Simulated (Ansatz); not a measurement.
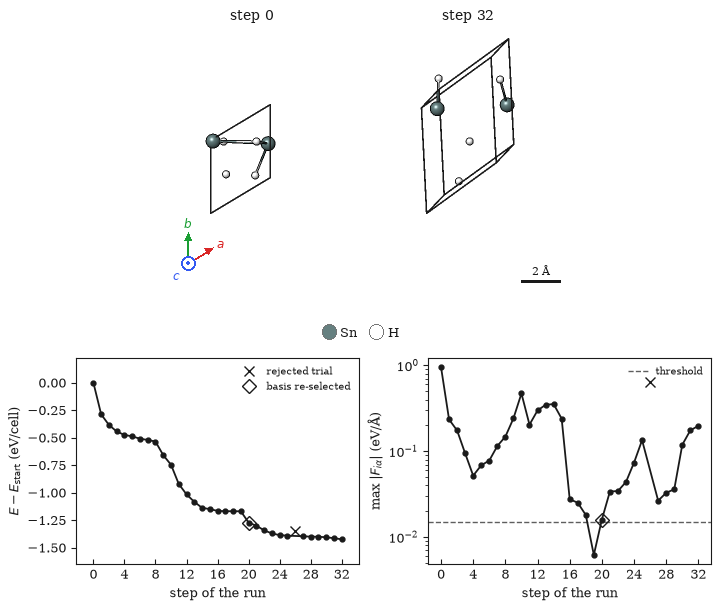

First and last geometry of a relaxation of crystalline SnH2 (built on the cadmium chloride_166 type) (coarse preliminary run), with the history of the run. The picture is a ball-and-stick view of the cell of the calculation, reduced to other axes, seen along the c axis. Lengths and directions refer to the drawn axes.

Level of theory: DFT PBE, scalar-relativistic, plane waves, PAW in Ansatz.

Input
```yaml
crystal:
  lattice:
    - [-2.63899478, -0.0181617924, -2.6615260623]
    - [-2.642909952, -2.7026997292, -0.0142466204]
    - [-5.1261787195, 2.5573051651, 2.5278770142]
  atoms:
    - { symbol: Sn, position: [0.5521195255, 0.483432864, 0.4784204923] }
    - { symbol: Sn, position: [0.9892890545, 0.9701733594, 0.0336950942] }
    - { symbol: H, position: [0.9056368924, 0.8765352906, 0.3786672135] }
    - { symbol: H, position: [0.3317444233, 0.4089365112, 0.8850214645] }
    - { symbol: H, position: [0.623004172, 0.6066156791, 0.1111530559] }
    - { symbol: H, position: [0.0982059323, 0.1543062957, 0.6130426795] }
basis:
  ecutwfc: 420
kpoints:
  mp_grid: { grid: [8, 8, 8] }
hamiltonian:
  xc: pbe
scf:
  occupations: { method: gaussian, width: 0.1 }
output:
  forces: true
  stress: true
  eigenvalues: true
relax:
  adjacent_minimum: "off"
  f_tol: 0.015
  max_steps: 120
  cell: { stress_tol: 0.15 }
```

Command:
```bash
ansatz run input.yaml --threads 1 --pin off --max-ram 2560MiB --backend cpu --events-out ev --progress --plain --runs-dir out
```

> Did the run converge, and what did it change?

The run was cut off at its time limit before the relaxation converged, so the last structure is only a point on the way. Over 30 accepted moves (32 points after the start) the energy falls by 1.423 eV per cell of the calculation. The largest force component goes from 0.95 to 0.2 eV/Å. Pressure: 4.54 GPa at the start and −0.31 GPa at the end. The line search rejected the trial step at point 26 of the run. At 1 point the geometry stayed and the basis and grid were re-selected for the new cell (energy shift of 0.103 eV per cell of the calculation at most each time). The largest move relative to the cell is that of H4, 1.60 Å roughly along [1 −3 1]. By element the largest moves are H 1.60 Å, Sn 0.94 Å. Cell: a 3.748 → 4.762 Å (+27.1 %), b 3.770 → 5.489 Å (+45.6 %), c 6.262 → 5.917 Å (−5.5 %), α 89.6° → 75.0°, β 73.3° → 56.2°, γ 60.4° → 56.8°. Volume +47.7 %. Near-neighbour distances that change, for instance: Sn2–H5 2.210 → 4.466 Å, Sn1–H3 2.288 → 4.512 Å, Sn2–H4 2.171 → 3.708 Å, Sn1–H3 (another image) 2.307 → 3.809 Å. Bonds break: Sn1–H6 (2.08 → 3.15 Å). The space group stays P1 (No. 1). The run took 12 min on 1 thread of Intel(R) Xeon(R) 6975P-C (Granite Rapids) (shared host), peak memory 0.75 GiB.
